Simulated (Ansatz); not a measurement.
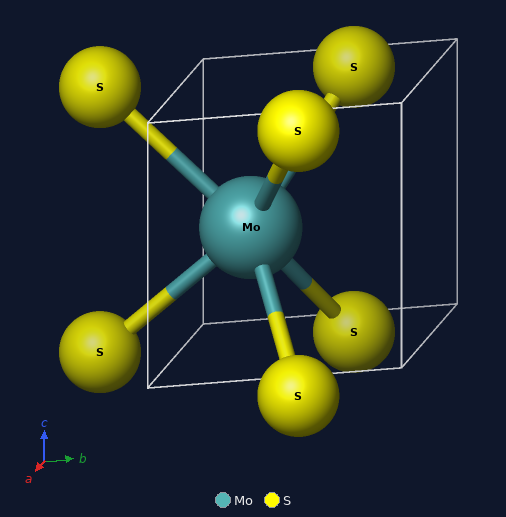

Structure drawing (ball-and-stick), viewed slightly off an axis. The parallelepiped is the simulation cell. Some neighbours outside the box are added.

The input file of the run:
```yaml
crystal:
  lattice:
    - [3.2053395886, 0.0, 0.0]
    - [-1.6026697943, 2.7759055115, 0.0]
    - [0.0, 0.0, 3.2812253624]
  atoms:
    - { symbol: Mo, position: [0.6666666667, 0.3333333333, 0.5] }
    - { symbol: S, position: [0.3333333333, 0.6666666667, 0.0] }
basis:
  ecutwfc: 420
kpoints:
  mp_grid: { grid: [18, 18, 18] }
  band_path:
    path:
      - [[0.0, 0.0, 0.0], [0.5, 0.0, 0.0], [0.33333333, 0.33333333, 0.0], [0.0, 0.0, 0.0], [0.0, 0.0, 0.5], [0.5, 0.0, 0.5], [0.33333333, 0.33333333, 0.5], [0.0, 0.0, 0.5]]
      - [[0.5, 0.0, 0.5], [0.5, 0.0, 0.0]]
      - [[0.33333333, 0.33333333, 0.5], [0.33333333, 0.33333333, 0.0]]
    npoints: 14
hamiltonian:
  xc: pbe
scf:
  occupations: { method: gaussian, width: 0.1 }
  n_extra_bands: 6
output:
  forces: true
  stress: true
  eigenvalues: true
  populations: true
  dos: { projected: true, de: 0.02, nscf_kmesh: { grid: [22, 22, 22] } }
  bader: true
  write_density: true
  write_potential: true
  elf: true
  volumetric_format: npy
```
Run as:
```sh
ansatz run input.yaml --threads 1 --pin off --max-ram 2560MiB --backend cpu --events-out ev --progress --plain --runs-dir out
```

Electronic-structure method: DFT PBE, scalar-relativistic, plane waves, PAW (Ansatz 0.2.0). Parameters: plane-wave cutoff 420 eV, an 18×18×18 grid in reciprocal space, Gaussian smearing of 0.1 eV, no spin polarisation.

### How charged are the atoms, by the Bader scheme?

Mo +0.95 e; S -0.95 e.

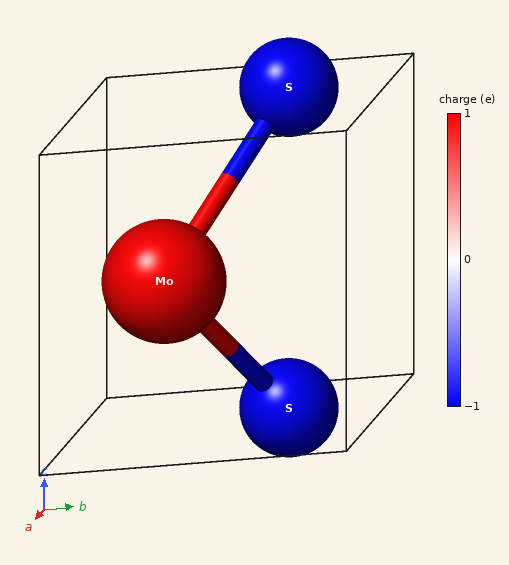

The atoms coloured by those charges.

Starting structure: a structure type filled with these elements by a generator (whether the compound takes this form wasn't checked). Earlier steps of the study, as a rule a relaxation of our own, may have changed the cell and positions, so they can lie some per cent off the listed ones. A calculation with Ansatz used it as input.
